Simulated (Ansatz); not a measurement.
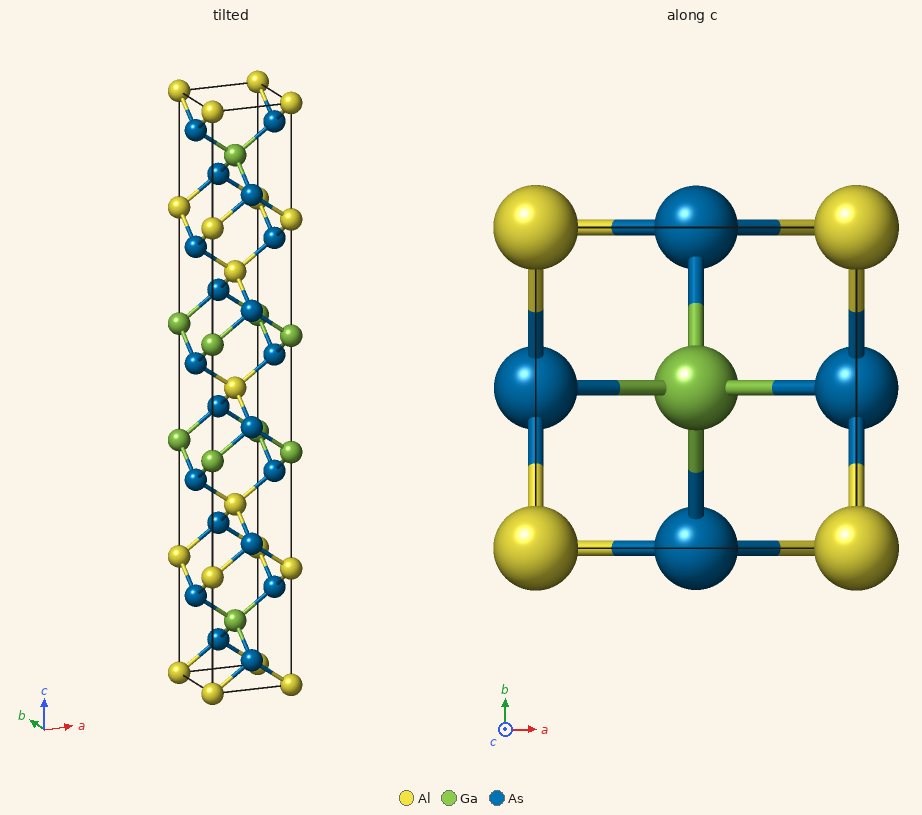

The figure gives a ball-and-stick picture of the atoms, viewed slightly off an axis and along the c axis. The lines enclose the conventional unit cell; boundary atoms appear with their images. Cell: a = 4.06 Å, b = 4.06 Å, c = 28.67 Å, α = 90.00°, β = 90.00°, γ = 90.00°.

The initial geometry was a structure type filled with these elements by a generator (whether the compound takes this form wasn't checked). Earlier steps of the study, as a rule a relaxation of our own, may have changed the cell and positions, so they can lie some per cent off the listed ones. Ansatz was used for an electronic-structure calculation on it.

Summary of the structure:

Answer. The compound is Al₃Ga₂As₅. The lattice is body-centred tetragonal and the space group I-4m2 (No. 119). The cell has 20 atoms, namely 6 Al, 4 Ga, 10 As. Each Al has four As in a tetrahedral arrangement at about 2.5 Å. Ga bonds to four As in a tetrahedral arrangement at about 2.5 Å. As takes three kinds of site: 4f with two Al and two Ga in a tetrahedral arrangement (about 2.5 Å to Al, 2.5 Å to Ga); 4f with two Al and two Ga in a tetrahedral arrangement (about 2.5 Å to Al, 2.5 Å to Ga); 2d with four Al in a tetrahedral arrangement at about 2.5 Å. The bonds build a three-dimensional framework.

Method: DFT PBE, scalar-relativistic, plane waves, PAW in Ansatz; E_cut = 420 eV, k-points about 0.22 Å⁻¹ apart, Gaussian smearing of 0.02 eV, no spin polarisation.

What is the electronic character?

Answer. A semiconductor at this level, with a gap of 1.00 eV, direct.

How charged are the atoms, by the Bader scheme?

Answer. Al +1.94 e; Ga +0.69 e; As -1.94 to -1.32 e.

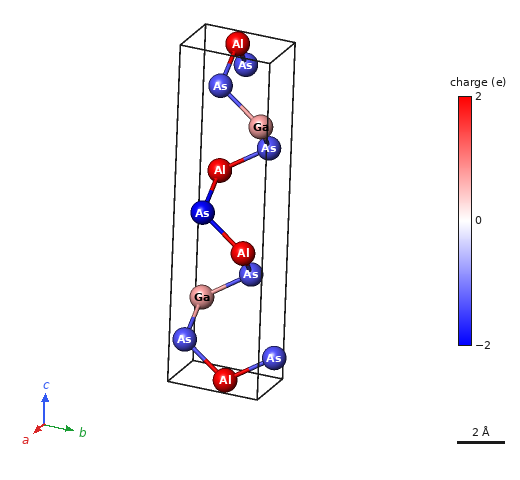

The atoms coloured by those charges. The run's cell of 10 atoms is drawn in a reduced setting, so axes and origin can differ from the first picture.

Can this geometry be taken as optimised?

Answer. Yes. All forces vanish to within 0.01 eV/Å. The pressure is 0.0 GPa, close to zero.
